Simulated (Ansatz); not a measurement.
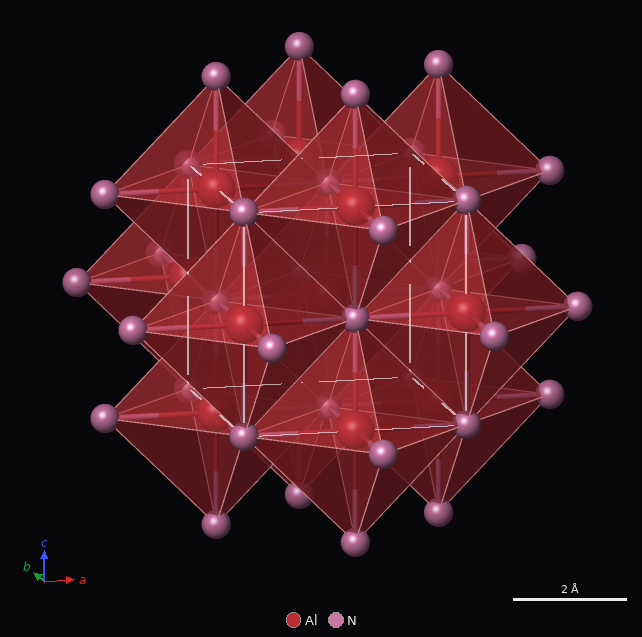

AlN, rock salt (NaCl type), space group Fm-3m (No. 225), a = 4.069 Å, b = 4.069 Å, c = 4.069 Å, α = 90.00°, β = 90.00°, γ = 90.00°. Crystal structure, polyhedral style, seen slightly off an axis. Atoms at the boundary of the conventional unit cell (the box) are drawn once for each face, edge or corner they touch. Some atoms of the next cells are drawn as well. The cell is a structure listed in the Materials Project. Other forms of this composition are known.

One fixed geometry was run with a growing share of exact exchange in a hybrid functional, screened with ω = 0.2 Å⁻¹. Alike in all runs: Ansatz 0.2.0; functional HSE06 form with a typed share of exact exchange; potentials Ansatz PAW; cutoff 420 eV; k mesh 6 × 6 × 6 on the run's cell of 2 atoms; occupations fermi-dirac, width 0.05 eV; no spin polarisation; no spin-orbit coupling.

| share of exact exchange | gap (eV) | pressure (GPa) |
| --- | --- | --- |
| 0.05 | 4.72 | -1.4 |
| 0.10 | 5.00 | -3.0 |
| 0.15 | 5.28 | -4.5 |
| 0.20 | ? | ? |
| 0.25 | 5.86 | -7.6 |
| 0.30 | 6.15 | -9.2 |

Q: How fast does the gap grow with the share, and what belongs in the row left out?

A: The line is gap = 4.43 eV + 5.74 eV × share, which gives 5.58 eV at 0.20. The run gave 5.57 eV and a pressure of -6.1 GPa.

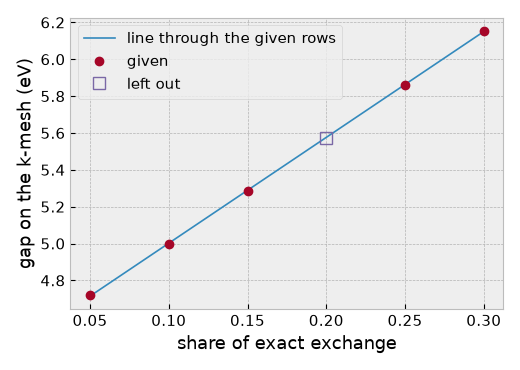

Gap against the share of exact exchange. Gaps are the least found on the k-mesh, which can miss the band edges.

Caveat: the k mesh is coarse (spacing up to 0.45 Å⁻¹), so the values aren't converged, least of all with exact exchange; the pressure holds a Pulay correction of +0.5 GPa for the finite cutoff; the PAW data sets were made with another functional, which shifts forces and pressure a little.
